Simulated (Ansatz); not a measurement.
**Single-point calculation of TaN (part 2 of 2)**

TaN (P6₃/mmc, 8 atoms in the cell); DFT PBE+U, scalar-relativistic, plane waves, PAW, Ueff = 5 eV on Ta atom 1 d; Ueff = 5 eV on Ta atom 2 d; Ueff = 5 eV on Ta atom 5 d; Ueff = 5 eV on Ta atom 6 d, spin-polarised (Ansatz 0.2.0); cutoff 420 eV, 7×7×4 k-mesh, Gaussian smearing of 0.05 eV, collinear spins. The structure derives from an entry of the Crystallography Open Database. It belongs to a series of runs on one base structure; here: ferromagnetic start, free, natural orbitals of the symmetric run filled by rank.

**What the program printed, continued**
```
--- Stress (GPa, compression-positive) ---
       36.882526       0.000000       0.000000
       -0.000000      35.320895       0.000000
        0.000000       0.000000     139.560576
  P = ⅓ Tr σ = 70.5880 GPa (705.880 kbar)
--- Band table (eV; the first three rows and the last of 96) ---
  k-point 0 ↑: bands = ["-46.1259", "-46.0662", "-45.8241", "-45.7730", "-14.3423", "-14.1082", "-13.5534", "-12.9892", "-12.8488", "-12.6481", "-12.6480", "-12.4348", "-12.2757", "-12.2757", "-11.3136", "-11.2251", "4.0840", "5.6265", "7.5569", "7.5730", "12.4328", "12.7580", "14.9867", "15.2415", "15.4784", "15.4847", "17.2787", "17.5418", "17.5565", "17.9278", "18.7440", "19.5323", "19.5375", "19.5824", "20.4875", "20.5066", "22.2327", "22.2484", "22.6592", "24.2828", "24.7802", "25.6142", "26.7674", "27.0026", "27.5704", "28.0403", "28.0502", "28.5245"]
  k-point 1 ↑: bands = ["-46.0822", "-46.0235", "-45.8688", "-45.8162", "-13.9586", "-13.7396", "-13.4681", "-13.0735", "-12.7901", "-12.5952", "-12.5951", "-12.4975", "-12.3320", "-12.3320", "-11.8325", "-11.7106", "4.5220", "5.9069", "6.8724", "7.2769", "12.9621", "13.7005", "14.8023", "15.6910", "15.8548", "15.8612", "17.1505", "17.3405", "17.4048", "18.1503", "18.4267", "18.4331", "18.8599", "20.0120", "21.0026", "21.0218", "22.3989", "22.9906", "23.0082", "24.5815", "25.0060", "26.3612", "26.3831", "26.6070", "27.2647", "27.2709", "27.9396", "28.0673"]
  k-point 2 ↑: bands = ["-45.9761", "-45.9761", "-45.9201", "-45.9201", "-13.2744", "-13.2744", "-12.9612", "-12.9612", "-12.7786", "-12.7786", "-12.6459", "-12.6459", "-12.4653", "-12.4653", "-12.4651", "-12.4651", "5.5976", "5.5976", "6.5878", "6.5878", "14.0554", "14.0554", "15.6173", "15.6173", "16.8509", "16.8509", "16.9104", "16.9104", "16.9170", "16.9170", "17.1052", "17.1052", "21.1015", "21.1015", "22.3206", "22.3206", "22.3399", "22.3399", "22.9502", "22.9502", "25.6207", "25.6207", "25.7405", "25.7405", "28.0956", "28.0956", "28.0998", "28.0998"]
  k-point 47 ↓: bands = ["-45.6749", "-45.6749", "-45.6705", "-45.6705", "-12.6893", "-12.6893", "-12.6744", "-12.6744", "-12.5560", "-12.5560", "-12.5313", "-12.5313", "-12.4740", "-12.4740", "-12.3024", "-12.3024", "6.6429", "6.6429", "6.8061", "6.8061", "15.1306", "15.1306", "15.4366", "15.4366", "16.2700", "16.2700", "16.2765", "16.2765", "17.5056", "17.5056", "18.1684", "18.1684", "22.8596", "22.8596", "23.5301", "23.5301", "24.1108", "24.1108", "24.6241", "24.6241", "27.0346", "27.0346", "27.2150", "27.2150", "28.8219", "28.8219", "28.8735", "28.8735"]
Occupation matrices written to [file]
--- Löwdin populations: 8 sites ---
  site symbol       q [e]    m [muB]
     0     Ta     12.1776     0.7283
     1     Ta     12.1776     0.7283
     2      N      5.7490    -0.0026
     3      N      5.7490    -0.0026
     4     Ta     12.1776     0.7283
     5     Ta     12.1776     0.7283
     6      N      5.7490    -0.0026
     7      N      5.7490    -0.0026
  spilling = 0.004076 (of n_electrons = 72.000000)
--- Occupation matrices: 4 shells (run DFT+U table (all-electron-ortho-atomic); ε = 1.66e-3) ---
  Ta0 d_5D: site group D3d (-3m); on the run's cell C2h (2/m)
  Ta0 d_5D up     Tr n = 2.2526  λ = 0.318 0.319 0.503 0.554 0.559  [2× yz 0.27 Eg(1.00)/Ag(0.50) | z2 1.00 A1g(1.00)/Ag(1.00) | x2-y2 0.54 Eg(1.00)/Ag(1.00) | xy 0.54 Eg(1.00)/Bg(1.00)]
  Ta0 d_5D dn     Tr n = 1.5444  λ = 0.200 0.206 0.291 0.291 0.557  [x2-y2 0.66 Eg(1.00)/Ag(1.00) | xy 0.68 Eg(1.00)/Bg(1.00) | 2× xz 0.34 Eg(1.00)/Ag(0.50) | z2 1.00 A1g(1.00)/Ag(1.00)]
  specified occupation → Ta0 d_5D up: matrix, ‖Δ‖_F = 0.8680, Tr Δ = -0.2526, displaced = 0.9536, d_λ = 0.8680; orbital distance = 0.0018
  specified occupation → Ta0 d_5D dn: matrix, ‖Δ‖_F = 0.7084, Tr Δ = -1.4444, displaced = 0.7222, d_λ = 0.7084; orbital distance = 0.0000
  Ta1 d_5D: site group D3d (-3m); on the run's cell C2h (2/m)
  Ta1 d_5D up     Tr n = 2.2526  λ = 0.318 0.319 0.503 0.554 0.559  [2× yz 0.27 Eg(1.00)/Ag(0.50) | z2 1.00 A1g(1.00)/Ag(1.00) | x2-y2 0.54 Eg(1.00)/Ag(1.00) | xy 0.54 Eg(1.00)/Bg(1.00)]
  Ta1 d_5D dn     Tr n = 1.5444  λ = 0.200 0.206 0.291 0.291 0.557  [x2-y2 0.66 Eg(1.00)/Ag(1.00) | xy 0.68 Eg(1.00)/Bg(1.00) | 2× xz 0.34 Eg(1.00)/Ag(0.50) | z2 1.00 A1g(1.00)/Ag(1.00)]
  specified occupation → Ta1 d_5D up: matrix, ‖Δ‖_F = 0.8680, Tr Δ = -0.2526, displaced = 0.9536, d_λ = 0.8680; orbital distance = 0.0018
  specified occupation → Ta1 d_5D dn: matrix, ‖Δ‖_F = 0.7084, Tr Δ = -1.4444, displaced = 0.7222, d_λ = 0.7084; orbital distance = 0.0000
  Ta4 d_5D: site group D3d (-3m); on the run's cell C2h (2/m)
  Ta4 d_5D up     Tr n = 2.2526  λ = 0.318 0.319 0.503 0.554 0.559  [2× yz 0.27 Eg(1.00)/Ag(0.50) | z2 1.00 A1g(1.00)/Ag(1.00) | x2-y2 0.54 Eg(1.00)/Ag(1.00) | xy 0.54 Eg(1.00)/Bg(1.00)]
  Ta4 d_5D dn     Tr n = 1.5444  λ = 0.200 0.206 0.291 0.291 0.557  [x2-y2 0.66 Eg(1.00)/Ag(1.00) | xy 0.68 Eg(1.00)/Bg(1.00) | 2× xz 0.34 Eg(1.00)/Ag(0.50) | z2 1.00 A1g(1.00)/Ag(1.00)]
  specified occupation → Ta4 d_5D up: matrix, ‖Δ‖_F = 0.8680, Tr Δ = -0.2526, displaced = 0.9536, d_λ = 0.8680; orbital distance = 0.0018
  specified occupation → Ta4 d_5D dn: matrix, ‖Δ‖_F = 0.7084, Tr Δ = -1.4444, displaced = 0.7222, d_λ = 0.7084; orbital distance = 0.0000
  Ta5 d_5D: site group D3d (-3m); on the run's cell C2h (2/m)
  Ta5 d_5D up     Tr n = 2.2526  λ = 0.318 0.319 0.503 0.554 0.559  [2× yz 0.27 Eg(1.00)/Ag(0.50) | z2 1.00 A1g(1.00)/Ag(1.00) | x2-y2 0.54 Eg(1.00)/Ag(1.00) | xy 0.54 Eg(1.00)/Bg(1.00)]
  Ta5 d_5D dn     Tr n = 1.5444  λ = 0.200 0.206 0.291 0.291 0.557  [x2-y2 0.66 Eg(1.00)/Ag(1.00) | xy 0.68 Eg(1.00)/Bg(1.00) | 2× xz 0.34 Eg(1.00)/Ag(0.50) | z2 1.00 A1g(1.00)/Ag(1.00)]
  specified occupation → Ta5 d_5D up: matrix, ‖Δ‖_F = 0.8680, Tr Δ = -0.2526, displaced = 0.9536, d_λ = 0.8680; orbital distance = 0.0018
  specified occupation → Ta5 d_5D dn: matrix, ‖Δ‖_F = 0.7084, Tr Δ = -1.4444, displaced = 0.7222, d_λ = 0.7084; orbital distance = 0.0000
  Tr n, λ and their labels are of the run-group-symmetrised matrices; stabiliser: 16 of 32 elements of G0×{1,Θ} (closed), max defect 6.4e-16 at τ = 3.5e-4
```

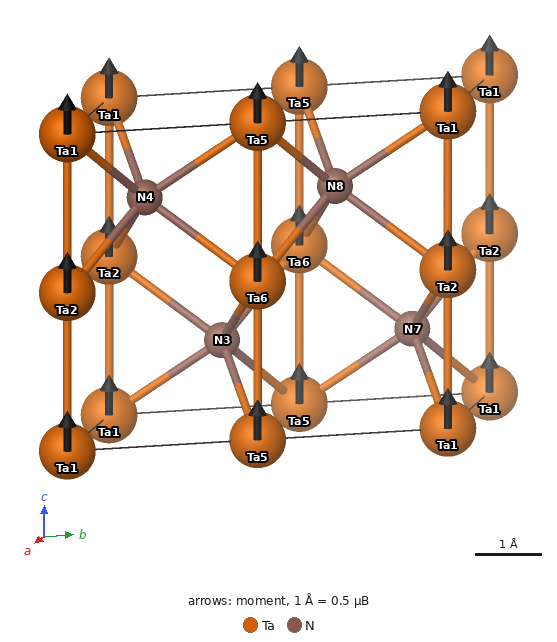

Magnetic moments of the sites as black arrows (ball-and-stick view of the cell of the calculation, seen slightly off an axis; atoms are numbered from 1 in the order of the input); small moments hardly show. The run is collinear, so the axis drawn is arbitrary. Site moments: all 4 Ta atoms (0.31 μB). They are counted near the atoms and needn't add up to the moment of the cell.

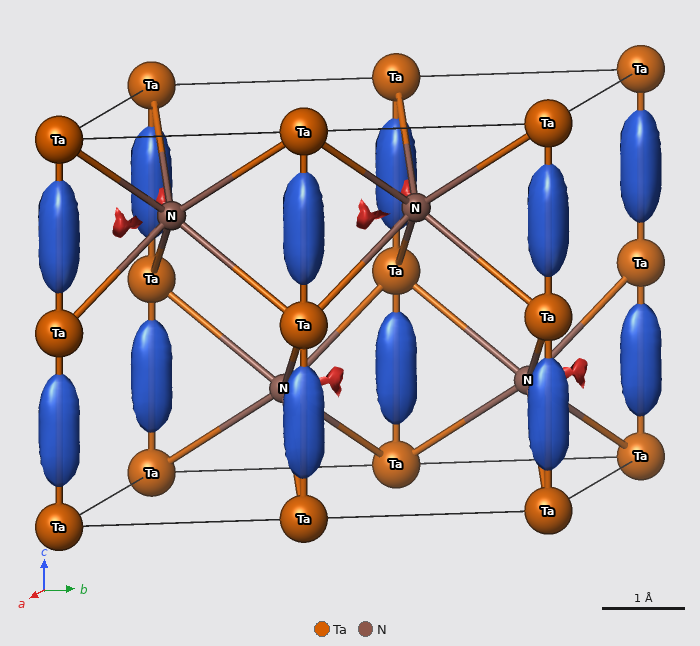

Isosurfaces of the magnetisation density (up minus down) at +0.02 (red) and −0.02 e/Å³ (blue), seen slightly off an axis. Sticks mark near contacts. The outline is the calculation cell. The cell of the calculation (8 atoms) carries 3.0 μB net. Core electrons are frozen (PAW), so the fields are smoothed inside the atomic spheres.

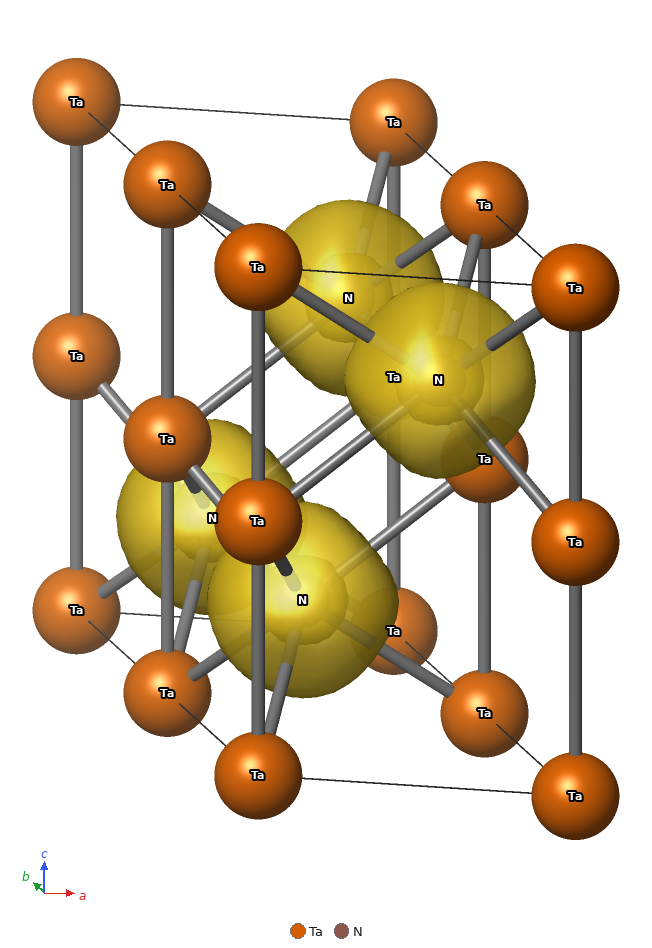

Isosurface of the electron localisation function at 0.65 (yellow), seen slightly off an axis. Only the valence region is drawn (cores and ρ < 0.01 e/Å³ removed). Sticks mark near contacts. The outline is the calculation cell. Along the contacts the grid gives the following. Ta–N (2.15 Å): the ELF is about 0.15 at the midpoint (no shared pair; the contact is polar). Ta–Ta (2.46 Å): the ELF is about 0.35 at the midpoint; no shared electron pair.

The run was set up as follows.

**Input file**
```yaml
crystal:
  lattice:
    - [3.04800184, 0.0, 0.0]
    - [-3.04800184, 5.27929406, 0.0]
    - [0.0, 0.0, 4.91799978]
  atoms:
    - { symbol: Ta, position: [0.0, 0.0, 0.0], spin: 2.0 }
    - { symbol: Ta, position: [0.0, 0.0, 0.5], spin: 2.0 }
    - { symbol: "N", position: [0.3333333333, 0.3333333334, 0.25] }
    - { symbol: "N", position: [0.6666666667, 0.1666666666, 0.75] }
    - { symbol: Ta, position: [0.0, 0.5, 0.0], spin: 2.0 }
    - { symbol: Ta, position: [0.0, 0.5, 0.5], spin: 2.0 }
    - { symbol: "N", position: [0.3333333333, 0.8333333333, 0.25] }
    - { symbol: "N", position: [0.6666666667, 0.6666666666, 0.75] }
basis:
  ecutwfc: 420
  ecutrho_ratio: 4
kpoints:
  mp_grid: { grid: [7, 7, 4] }
hamiltonian:
  xc: pbe
  hubbard:
    sites:
      - { site: 0, l: d, u_eff: 5.0, starting_ns: [{ spin: up, occupation_matrix: s0up }, { spin: down, occupation_matrix: s0down }] }
      - { site: 1, l: d, u_eff: 5.0, starting_ns: [{ spin: up, occupation_matrix: s1up }, { spin: down, occupation_matrix: s1down }] }
      - { site: 4, l: d, u_eff: 5.0, starting_ns: [{ spin: up, occupation_matrix: s4up }, { spin: down, occupation_matrix: s4down }] }
      - { site: 5, l: d, u_eff: 5.0, starting_ns: [{ spin: up, occupation_matrix: s5up }, { spin: down, occupation_matrix: s5down }] }
    occupation_matrices:
      s0up:
        matrix:
          - [0.02331, 0.0, -0.0378, 0.04128, 0.0]
          - [0.0, 0.45273, 0.0, 0.0, -0.47312]
          - [-0.0378, 0.0, 0.4518, -0.47152, 0.0]
          - [0.04128, 0.0, -0.47152, 0.53489, 0.0]
          - [0.0, -0.47312, 0.0, 0.0, 0.53727]
      s0down:
        matrix:
          - [0.02, 0.0, 0.0, 0.0, 0.0]
          - [0.0, 0.02, 0.0, 0.0, 0.0]
          - [0.0, 0.0, 0.02, 0.0, 0.0]
          - [0.0, 0.0, 0.0, 0.02, 0.0]
          - [0.0, 0.0, 0.0, 0.0, 0.02]
      s1up:
        matrix:
          - [0.02331, 0.0, 0.0378, 0.04128, 0.0]
          - [0.0, 0.45273, 0.0, 0.0, 0.47312]
          - [0.0378, 0.0, 0.4518, 0.47152, 0.0]
          - [0.04128, 0.0, 0.47152, 0.53489, 0.0]
          - [0.0, 0.47312, 0.0, 0.0, 0.53727]
      s1down:
        matrix:
          - [0.02, 0.0, 0.0, 0.0, 0.0]
          - [0.0, 0.02, 0.0, 0.0, 0.0]
          - [0.0, 0.0, 0.02, 0.0, 0.0]
          - [0.0, 0.0, 0.0, 0.02, 0.0]
          - [0.0, 0.0, 0.0, 0.0, 0.02]
      s4up:
        matrix:
          - [0.02331, 0.0, -0.0378, 0.04128, 0.0]
          - [0.0, 0.45273, 0.0, 0.0, -0.47312]
          - [-0.0378, 0.0, 0.4518, -0.47152, 0.0]
          - [0.04128, 0.0, -0.47152, 0.53489, 0.0]
          - [0.0, -0.47312, 0.0, 0.0, 0.53727]
      s4down:
        matrix:
          - [0.02, 0.0, 0.0, 0.0, 0.0]
          - [0.0, 0.02, 0.0, 0.0, 0.0]
          - [0.0, 0.0, 0.02, 0.0, 0.0]
          - [0.0, 0.0, 0.0, 0.02, 0.0]
          - [0.0, 0.0, 0.0, 0.0, 0.02]
      s5up:
        matrix:
          - [0.02331, 0.0, 0.0378, 0.04128, 0.0]
          - [0.0, 0.45273, 0.0, 0.0, 0.47312]
          - [0.0378, 0.0, 0.4518, 0.47152, 0.0]
          - [0.04128, 0.0, 0.47152, 0.53489, 0.0]
          - [0.0, 0.47312, 0.0, 0.0, 0.53727]
      s5down:
        matrix:
          - [0.02, 0.0, 0.0, 0.0, 0.0]
          - [0.0, 0.02, 0.0, 0.0, 0.0]
          - [0.0, 0.0, 0.02, 0.0, 0.0]
          - [0.0, 0.0, 0.0, 0.02, 0.0]
          - [0.0, 0.0, 0.0, 0.0, 0.02]
    ns_hold: { iters: 10 }
scf:
  occupations: { method: gaussian, width: 0.05 }
  lower_state_search: "off"
  max_iter: 150
output:
  forces: true
  stress: true
  eigenvalues: true
  populations: true
  hubbard:
    sites:
      - { site: 0, l: d }
      - { site: 1, l: d }
      - { site: 4, l: d }
      - { site: 5, l: d }
  write_density: true
  write_potential: true
  elf: true
  volumetric_format: npy
magnetization:
  spin_polarized: true
```

Command:
```bash
ansatz run input.yaml --threads 4 --pin off --max-ram 6144MiB --backend cpu --events-out ev --progress --plain --runs-dir out
```

**Key numbers**

- outcome: converged
- space group (tolerance 0.01 Å): P6₃/mmc (194)
- electrons treated: 72
- free energy: −41243.8996 eV
- Fermi energy: 23.223 eV
- gap on the k-point mesh: none (metallic)
- net moment of the cell: 2.97 μB
- integrated absolute moment: 3.11 μB
- pressure: 70.59 GPa
- largest force (length of the vector): 0.044 eV/Å
- hardware: 4 threads of Arm Neoverse N1, 98 GiB of memory available, shared host
- wall time: 55 s (CPU time 3.5 min)
- peak memory: 0.7 GiB

**Notes**

The program warns: the typed occupations were not kept. Spin–orbit coupling is left out, which matters for Ta.
